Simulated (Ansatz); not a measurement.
## Cu: 6 runs along one coordinate

System: Cu (Fm-3m, 1 atom in the cell).
Method: Kohn-Sham DFT of a periodic cell, r2SCAN with D4, Ansatz PAW, no spin polarisation (Ansatz 0.2.0).

The 6 runs differ only in the geometry, by an even scaling of the cell at fixed fractional positions. The structure derives from an entry of the Crystallography Open Database.

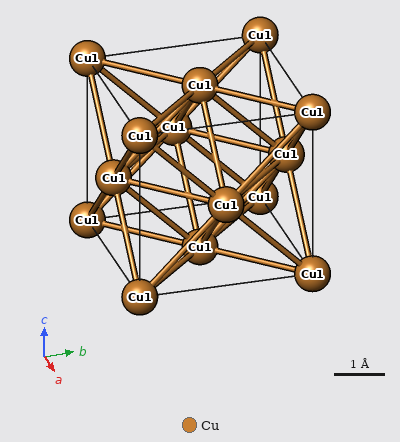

Figure 1. The structure of run 4 (ball-and-stick view of the cell 4 times as large as that of the calculation, set on its symmetry axes, seen at an oblique angle; atoms are numbered from 1 in the order of the input).

**Input of run 4**
```yaml
crystal:
  lattice:
    - [0.0, 1.8075, 1.8075]
    - [1.8075, 0.0, 1.8075]
    - [1.8075, 1.8075, 0.0]
  atoms:
    - { symbol: Cu, position: [0.0, 0.0, 0.0] }
hamiltonian:
  xc: r2scan
  pseudopotentials: { kind: paw }
  dispersion: d4
kpoints:
  mp_grid: { grid: [13, 13, 13] }
scf:
  occupations: { method: fermi_dirac, width: 0.05 }
output:
  forces: true
  stress: true
  eigenvalues: true
```

Command:
```bash
ansatz run input.yaml --threads 2 --pin off --max-ram 5120MiB --backend cpu --events-out ev --progress --plain --runs-dir out
```

Lattice vectors (Å) and fractional positions of run 4:
```
   0.000000    1.807500    1.807500
   1.807500    0.000000    1.807500
   1.807500    1.807500    0.000000
Cu  0.000000  0.000000  0.000000
```

Run 5 differs from it as follows:
```diff
-    - [0.0, 1.8075, 1.8075]
-    - [1.8075, 0.0, 1.8075]
-    - [1.8075, 1.8075, 0.0]
+    - [0.0, 1.8194705475, 1.8194705475]
+    - [1.8194705475, 0.0, 1.8194705475]
+    - [1.8194705475, 1.8194705475, 0.0]
```

**Results, with one run withheld**

```csv
run,volume per atom (Å³),"free energy per atom, from the lowest run given (meV)",pressure (GPa)
1,11.102,1.27,2.75
2,11.338,0.00,−0.96
3,11.574,3.88,−4.22
4,11.810,12.26,−7.10
5,12.047,?,?
6,12.519,59.44,−13.80
```

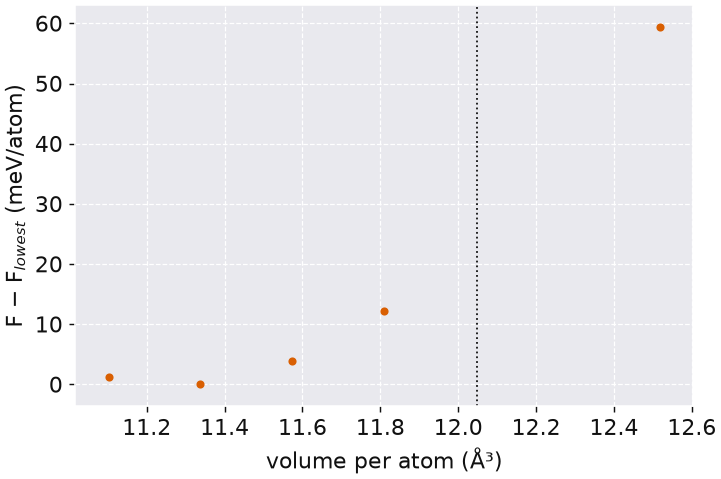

Figure 2. Free energy per atom of the runs given; the dotted line marks run 5.

What should run 5 give?

A cubic polynomial in V^(−2/3) (the Birch–Murnaghan form), fitted to the 5 runs given, misses them by under 0.01 meV per atom. With x = V^(−2/3) − 0.19456 Å⁻², it reads F = 6.1926 − 2929.2 x + 3.3182e+05 x² + 9.9519e+05 x³ (meV per atom). At run 5 it gives 24.68 meV per atom, and the run itself gives 24.64. The slope of the fit gives a pressure −dF/dV of −9.63 GPa there, and the run prints −9.63 GPa. The fit has its minimum at 11.274 Å³ per atom, where V d²F/dV² gives 172 GPa: the bulk modulus at this level, since symmetry fixes the shape and the positions.

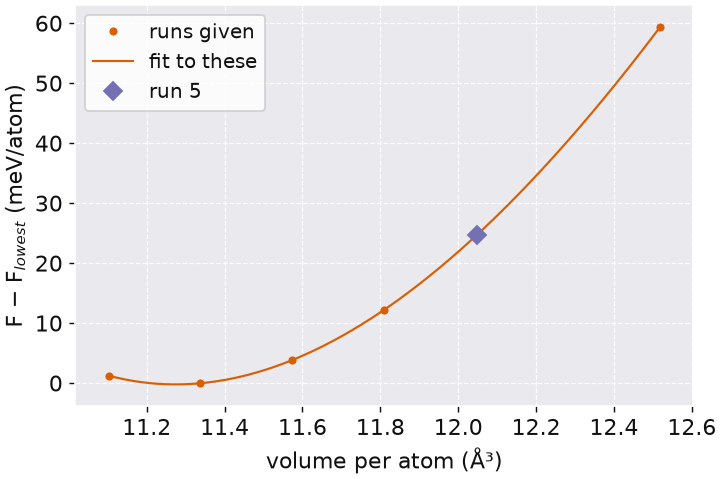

Figure 3. The fit and the withheld run.

**Output, shortened to warnings, some set-up lines, iterations and results (run 5)**
```
Basis set: ecut = 500 eV, 331 PW (Γ), exchange–correlation on 80×80×80 points (64 copies of the dense FFT grid, shifted against one another)
Symmetry: 48 space group operations
k-points: 84 of 2197
Initial density: superposition of atomic densities (neutral atoms: chi_scale 0, normalization atom), corrected by the library's trained network
[...]
SCF iter   1: F=—  HF=-6631.433947 eV  |F-HF|=—  |Δ(HF+E_count)|=         —  Δρ=3.96e-2  dr2=1.04e-1  dr2_τ=8.95e-4  ethr=1.77e-3  ⟨swp⟩=5.7  Hψ=5923  notcnv=0
SCF iter   2: F=—  HF=-6631.447513 eV  |F-HF|=—  |Δ(HF+E_count)|=   1.36e-2  Δρ=4.02e-2  dr2=1.06e-1  dr2_τ=1.08e-3  ethr=5.46e-4  ⟨swp⟩=2.8  Hψ=2759  notcnv=0  defer=22
SCF iter   3: F=—  HF=-6631.415399 eV  |F-HF|=—  |Δ(HF+E_count)|=   3.21e-2  Δρ=2.52e-3  dr2=4.41e-4  dr2_τ=4.69e-6  ethr=5.46e-4  ⟨swp⟩=2.2  Hψ=2047  notcnv=0  defer=22
SCF iter   4: F=—  HF=-6631.415340 eV  |F-HF|=—  |Δ(HF+E_count)|=   5.96e-5  Δρ=6.79e-4  dr2=4.06e-5  dr2_τ=8.86e-7  ethr=2.32e-6  ⟨swp⟩=2.8  Hψ=1972  notcnv=0  defer=22
SCF iter   5: F=—  HF=-6631.415336 eV  |F-HF|=—  |Δ(HF+E_count)|=   3.43e-6  Δρ=1.41e-4  dr2=1.62e-6  dr2_τ=2.59e-8  ethr=2.14e-7  ⟨swp⟩=2.1  Hψ=1549  notcnv=0  defer=22
SCF iter   6: F=-6631.415340 eV  HF=-6631.415340 eV  |F-HF|=1.07e-8  |Δ(HF+E_count)|=   3.49e-6  Δρ=1.69e-5  dr2=2.13e-8  dr2_τ=4.62e-10  ethr=5.26e-10  ⟨swp⟩=4.5  Hψ=5537  …
SCF 1 converged in 6 iterations: F = -6631.415340 eV  dr2 = 2.13e-8
SCF converged after 6 iterations
Free energy (F): -6631.415340 eV
Harris-Foulkes:  -6631.415340 eV  (|F-HF|=1.07e-8)
Internal energy: -6631.412620 eV  (E = F + TS)
E sigma→0 (E₀):  -6631.413980 eV
Entropy (-TS):   -0.002720 eV (-2.720 meV/atom)
Fermi energy:    16.318700 eV
--- Per-component energies (eV) ---
  E_band       = -393.244366
  E_kinetic    = 299.367922
  E_local      = -4097.390947  (includes V_loc(G=0)·N_el)
  E_nonlocal   = 395.844253
  E_hartree    = 1808.169416
  E_xc         = -83.453258
  E_vxc        = -124.138257  (∫ρ·V_xc dr)
  E_paw        = -1678.692789  (= ΣΔE_a)
  E_vpaw       = -492.207358  (= ΣTr[D̂ρ^β])
  E_aug_tail   = 0.000138  (compensation charges beyond the density's cutoff)
  E_vtau       = 8.928895  (kinetic-family band-sum trace: ∫τ·v_τ [+ j·A + Jᵃ·Aᵃ] dr)
  E_ewald      = -3274.765873
  E_disp       = -0.190374  (pairwise vdW)
  E_core_change = -0.301108  (= ΣΔE_core)
  E_smearing   = -0.002720  (= −TS)
  E_closure    = 0.000000  (closes the sum)
  Σ components = -6631.415340   (vs F -6631.415340, Δ=0.00e0)
--- Forces (eV/Å), atoms counted from 1 ---
  atom   1  Cu    -0.00000000     0.00000000    -0.00000000
  max |Σ_I F_I| component: 1.31e-31 eV/Å
--- Stress (GPa, compression-positive) ---
       -9.627972       0.000000       0.000000
        0.000000      -9.627972       0.000000
        0.000000      -0.000000      -9.627972
  P = ⅓ Tr σ = -9.6280 GPa (-96.280 kbar)
```
